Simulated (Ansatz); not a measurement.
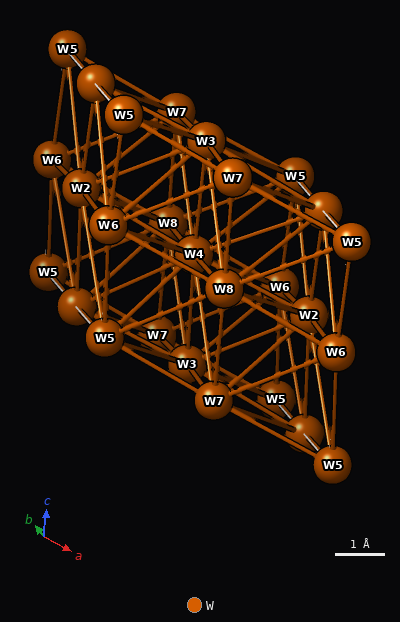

**Figure 1.** The structure as given in the input (ball-and-stick view of the cell of the calculation, set on other vectors, seen slightly off an axis; atoms are numbered from 1 in the order of the input). An atom can appear more than once, as a periodic image.

## What a change does: single-point calculation on W

System: W (8 atoms in the cell).
Method of the first run: DFT PBEsol, scalar-relativistic, plane waves, PAW, no spin polarisation (Ansatz 0.2.0).

The structure derives from an entry of the Crystallography Open Database. Text and figures count atoms from 1; the logs count them from 0 in places.

## The input, the first run
```yaml
crystal:
  lattice:
    - [3.2353227265, 3.1558360984, -3.2171875515]
    - [-3.3021724344, -3.0027552455, -3.1309564065]
    - [-3.2460756192, 3.0135081381, 3.0641066986]
  atoms:
    - { symbol: W, position: [0.0081330788, 0.4818374906, -0.0212475225] }
    - { symbol: W, position: [0.4919272289, 0.4780014496, 0.0010991555] }
    - { symbol: W, position: [-0.0102925097, 0.4838316689, 0.4956100564] }
    - { symbol: W, position: [0.5012698788, 0.5052840261, 0.5117575248] }
    - { symbol: W, position: [-0.0018053355, 0.003290597, -0.0147077041] }
    - { symbol: W, position: [0.5055531548, 0.017862005, 0.0136473403] }
    - { symbol: W, position: [0.0053552845, 0.012792412, 0.5085042388] }
    - { symbol: W, position: [0.4998592194, 0.0171003507, 0.5053369109] }
basis:
  ecutwfc: 420
kpoints:
  mp_grid: { grid: [10, 10, 10] }
hamiltonian:
  xc: pbesol
scf:
  occupations: { method: gaussian, width: 0.15 }
output:
  forces: true
  stress: true
  eigenvalues: true
```

Command:
```bash
ansatz run input.yaml --threads 2 --pin off --max-ram 5120MiB --backend cpu --events-out ev --progress --plain --runs-dir out
```

Hardware: 2 threads of Arm Neoverse V1, 24 GiB of memory available, shared host.

## Output, shortened to warnings, some set-up lines, iterations and results (the first run)
```
Basis set: ecut = 420 eV, 2489 PW (Γ), exchange–correlation on 80×80×72 points (8 copies of the dense FFT grid, shifted against one another)
Symmetry: 1 space group operations
k-points: 504 of 1000 (time reversal used)
Initial density: superposition of atomic densities (neutral atoms: chi_scale 0, normalization atom), corrected by the library's trained network
[...]
SCF iter   1: F=—  HF=-82051.375844 eV  |F-HF|=—  |Δ(HF+E_count)|=         —  Δρ=3.72e-3  dr2=1.54e-2  ethr=1.77e-3  ⟨swp⟩=4.3  Hψ=125082  notcnv=0
SCF iter   2: F=—  HF=-82051.373448 eV  |F-HF|=—  |Δ(HF+E_count)|=   2.40e-3  Δρ=2.13e-3  dr2=5.92e-3  ethr=1.38e-5  ⟨swp⟩=1.2  Hψ=40349  notcnv=0
SCF iter   3: F=—  HF=-82051.372325 eV  |F-HF|=—  |Δ(HF+E_count)|=   1.12e-3  Δρ=2.23e-4  dr2=1.03e-4  ethr=5.29e-6  ⟨swp⟩=2.0  Hψ=44276  notcnv=0
SCF iter   4: F=—  HF=-82051.372300 eV  |F-HF|=—  |Δ(HF+E_count)|=   2.48e-5  Δρ=5.60e-5  dr2=1.96e-6  ethr=9.23e-8  ⟨swp⟩=2.0  Hψ=44421  notcnv=0
SCF iter   5: F=—  HF=-82051.372300 eV  |F-HF|=—  |Δ(HF+E_count)|=   1.16e-7  Δρ=1.23e-5  dr2=1.61e-7  ethr=1.75e-9  ⟨swp⟩=2.6  Hψ=53669  notcnv=0
SCF iter   6: F=-82051.372300 eV  HF=-82051.372300 eV  |F-HF|=1.41e-9  |Δ(HF+E_count)|=   4.36e-8  Δρ=1.77e-6  dr2=3.24e-9  ethr=8.93e-11  ⟨swp⟩=8.8  Hψ=126791  notcnv=0
SCF 1 converged in 6 iterations: F = -82051.372300 eV  dr2 = 3.24e-9
SCF converged after 6 iterations
Free energy (F): -82051.372300 eV
Harris-Foulkes:  -82051.372300 eV  (|F-HF|=1.41e-9)
Internal energy: -82051.327909 eV  (E = F + TS)
E sigma→0 (E₀):  -82051.350105 eV
Entropy (-TS):   -0.044391 eV (-5.549 meV/atom)
Fermi energy:    22.146078 eV
--- Per-component energies (eV) ---
  E_band       = -696.727273
  E_kinetic    = 3602.660922
  E_local      = -4966.756889  (includes V_loc(G=0)·N_el)
  E_nonlocal   = 25.849533
  E_hartree    = 1783.827956
  E_xc         = -2121.513471
  E_vxc        = -1908.751093  (∫ρ·V_xc dr)
  E_paw        = -67488.850850  (= ΣΔE_a)
  E_vpaw       = -1017.385621  (= ΣTr[D̂ρ^β])
  E_aug_tail   = -0.000502  (compensation charges beyond the density's cutoff)
  E_ewald      = -12888.318945
  E_core_change = 1.774337  (= ΣΔE_core)
  E_smearing   = -0.044391  (= −TS)
  E_closure    = 0.000000  (closes the sum)
  Σ components = -82051.372300   (vs F -82051.372300, Δ=0.00e0)
--- Forces (eV/Å), atoms counted from 1 ---
  atom   1  W     -2.82683623    -0.10107419     0.27998577
  atom   2  W     -1.13043228    -0.38718250    -2.51848110
  atom   3  W     -0.32197213    -0.38429714    -2.16522418
  atom   4  W     -0.10738675    -0.54859292    -0.42994374
  atom   5  W     -0.22596691     1.34821842     1.83853218
  atom   6  W      1.63042872     0.35302577     0.91867136
  atom   7  W      1.92538140    -0.50589707     0.66373785
  atom   8  W      1.05678348     0.22579920     1.41271846
  max |Σ_I F_I| component: 3.41e-6 eV/Å
--- Stress (GPa, compression-positive) ---
       -9.485821       0.070812      -2.451713
        0.070811       6.269142       6.330095
       -2.451713       6.330095      -1.801001
  P = ⅓ Tr σ = -1.6726 GPa (-16.726 kbar)
```

For the second run the input was changed thus:
```diff
-    - [3.2353227265, 3.1558360984, -3.2171875515]
-    - [-3.3021724344, -3.0027552455, -3.1309564065]
-    - [-3.2460756192, 3.0135081381, 3.0641066986]
+    - [3.1946, 3.1946, -3.1946]
+    - [-3.1946, -3.1946, -3.1946]
+    - [-3.1946, 3.1946, 3.1946]
-    - { symbol: W, position: [0.0081330788, 0.4818374906, -0.0212475225] }
-    - { symbol: W, position: [0.4919272289, 0.4780014496, 0.0010991555] }
-    - { symbol: W, position: [-0.0102925097, 0.4838316689, 0.4956100564] }
-    - { symbol: W, position: [0.5012698788, 0.5052840261, 0.5117575248] }
-    - { symbol: W, position: [-0.0018053355, 0.003290597, -0.0147077041] }
-    - { symbol: W, position: [0.5055531548, 0.017862005, 0.0136473403] }
-    - { symbol: W, position: [0.0053552845, 0.012792412, 0.5085042388] }
-    - { symbol: W, position: [0.4998592194, 0.0171003507, 0.5053369109] }
+    - { symbol: W, position: [0.0250721262, 0.5075941203, 0.0623396485] }
+    - { symbol: W, position: [0.460802003, 0.496040717, -0.0443661693] }
+    - { symbol: W, position: [-0.0175593054, 0.5075019068, 0.5171724571] }
+    - { symbol: W, position: [0.4768256512, 0.4952358268, 0.4759323445] }
+    - { symbol: W, position: [0.0217283652, -0.0060410106, -0.0020917391] }
+    - { symbol: W, position: [0.4984788722, -0.0283944865, -0.0300135197] }
+    - { symbol: W, position: [0.0115686184, 0.0149609131, 0.509004207] }
+    - { symbol: W, position: [0.5230836692, 0.0131020132, 0.5120227711] }
```

Predict how the results change.

With the same functional and potentials, the second run lies 106.1 meV per atom higher. The pressure goes from −1.67 to −5.18 GPa. The largest force goes from 2.842 to 4.028 eV/Å. The volume per atom goes from 16.02 to 16.30 Å³. The number of SCF iterations is the same. The plane waves at Γ go from 2489 to 2491.

## Output, shortened to warnings, some set-up lines, iterations and results (the second run)
```
Basis set: ecut = 420 eV, 2491 PW (Γ), exchange–correlation on 80×80×80 points (8 copies of the dense FFT grid, shifted against one another)
Symmetry: 1 space group operations
k-points: 504 of 1000 (time reversal used)
Initial density: superposition of atomic densities (neutral atoms: chi_scale 0, normalization atom), corrected by the library's trained network
[...]
SCF iter   1: F=—  HF=-82050.528349 eV  |F-HF|=—  |Δ(HF+E_count)|=         —  Δρ=4.75e-3  dr2=1.99e-2  ethr=1.77e-3  ⟨swp⟩=4.2  Hψ=126422  notcnv=0
SCF iter   2: F=—  HF=-82050.525188 eV  |F-HF|=—  |Δ(HF+E_count)|=   3.16e-3  Δρ=2.74e-3  dr2=7.10e-3  ethr=1.78e-5  ⟨swp⟩=1.1  Hψ=39882  notcnv=0
SCF iter   3: F=—  HF=-82050.523871 eV  |F-HF|=—  |Δ(HF+E_count)|=   1.32e-3  Δρ=2.74e-4  dr2=1.05e-4  ethr=6.34e-6  ⟨swp⟩=2.0  Hψ=43799  notcnv=0
SCF iter   4: F=—  HF=-82050.523848 eV  |F-HF|=—  |Δ(HF+E_count)|=   2.24e-5  Δρ=5.24e-5  dr2=2.39e-6  ethr=9.42e-8  ⟨swp⟩=2.0  Hψ=44351  notcnv=0
SCF iter   5: F=—  HF=-82050.523845 eV  |F-HF|=—  |Δ(HF+E_count)|=   3.76e-6  Δρ=1.21e-5  dr2=1.88e-7  ethr=2.14e-9  ⟨swp⟩=2.0  Hψ=44060  notcnv=0
SCF iter   6: F=-82050.523845 eV  HF=-82050.523845 eV  |F-HF|=2.82e-9  |Δ(HF+E_count)|=   4.16e-8  Δρ=2.04e-6  dr2=5.45e-9  ethr=8.93e-11  ⟨swp⟩=9.0  Hψ=128395  notcnv=0
SCF 1 converged in 6 iterations: F = -82050.523845 eV  dr2 = 5.45e-9
SCF converged after 6 iterations
Free energy (F): -82050.523845 eV
Harris-Foulkes:  -82050.523845 eV  (|F-HF|=2.82e-9)
Internal energy: -82050.471881 eV  (E = F + TS)
E sigma→0 (E₀):  -82050.497863 eV
Entropy (-TS):   -0.051964 eV (-6.496 meV/atom)
Fermi energy:    21.598043 eV
--- Per-component energies (eV) ---
  E_band       = -741.926353
  E_kinetic    = 3597.123855
  E_local      = -5064.868741  (includes V_loc(G=0)·N_el)
  E_nonlocal   = 26.795920
  E_hartree    = 1810.826756
  E_xc         = -2119.037019
  E_vxc        = -1905.570590  (∫ρ·V_xc dr)
  E_paw        = -67488.622896  (= ΣΔE_a)
  E_vpaw       = -1017.060172  (= ΣTr[D̂ρ^β])
  E_aug_tail   = -0.000499  (compensation charges beyond the density's cutoff)
  E_ewald      = -12814.463595
  E_core_change = 1.774337  (= ΣΔE_core)
  E_smearing   = -0.051964  (= −TS)
  E_closure    = 0.000000  (closes the sum)
  Σ components = -82050.523845   (vs F -82050.523845, Δ=0.00e0)
--- Forces (eV/Å), atoms counted from 1 ---
  atom   1  W      0.89828311    -3.69947025    -0.48305467
  atom   2  W      0.12970541     3.99735248    -0.47886242
  atom   3  W      1.31089117    -0.50753762    -0.09062250
  atom   4  W      0.60662097     2.23204219    -0.65192005
  atom   5  W     -0.88286116    -0.59992687     1.13900433
  atom   6  W     -2.87939128     0.22369922    -0.74351048
  atom   7  W      0.92373361    -0.99871541     0.99393782
  atom   8  W     -0.10698458    -0.64744185     0.31502600
  max |Σ_I F_I| component: 2.76e-6 eV/Å
--- Stress (GPa, compression-positive) ---
       -5.683916       0.425310       1.549453
        0.425310      -2.736320      -1.103608
        1.549453      -1.103608      -7.119070
  P = ⅓ Tr σ = -5.1798 GPa (-51.798 kbar)
```

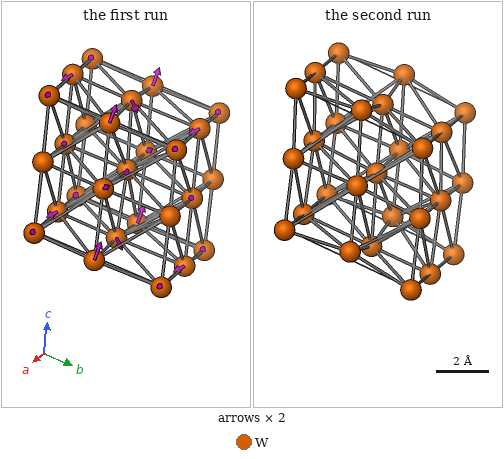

**Figure 2.** The two input geometries at one scale (ball-and-stick view of the cell of the calculation, seen slightly off an axis). The pink arrows on the first give the shifts of the atoms relative to the cell, with their mean removed, magnified 2 times. The largest move relative to the cell is that of a W atom, 0.40 Å. (The mean shift of all atoms is removed.) Cell: a 5.548 → 5.533 Å (−0.3 %), b 5.452 → 5.533 Å (+1.5 %), c 5.386 → 5.533 Å (+2.7 %), α 105.7° → 109.5°, β 111.3° → 109.5°. Volume +1.8 %. Among the contacts that change: W–W 3.086 → 3.590 Å, W–W 2.553 → 3.003 Å, W–W 3.045 → 3.429 Å, W–W 3.482 → 3.104 Å.

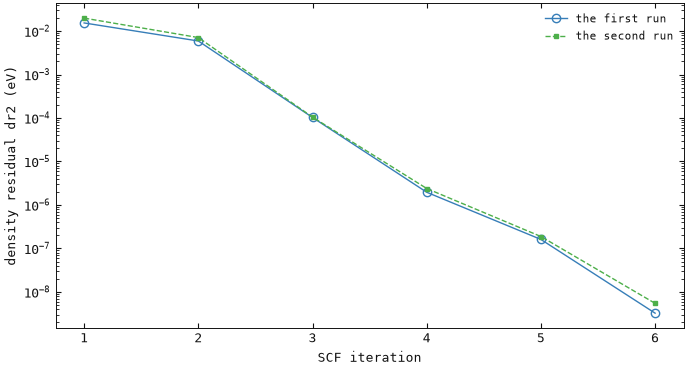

**Figure 3.** Convergence of the two runs: density residual dr2 against the SCF iteration. The first run takes 6 iterations in all, and the second run takes 6.

## The two runs side by side

| quantity | the first run | the second run |
| --- | --- | --- |
| outcome | converged | converged |
| free energy per atom (eV) | −10256.4215 | −10256.3155 |
| energy per atom, smearing taken to zero (eV) | −10256.4188 | −10256.3122 |
| gap on the mesh (eV) | 0.00 | 0.00 |
| pressure (GPa) | −1.67 | −5.18 |
| volume per atom (Å³) | 16.02 | 16.30 |
| largest force (eV/Å) | 2.842 | 4.028 |
| SCF iterations | 6 | 6 |
| irreducible k-points | 504 | 504 |
| plane waves at Γ | 2489 | 2491 |
| wall time (shared host) | 2.9 min | 3 min |

For both runs: Spin–orbit coupling is left out, which matters for W.
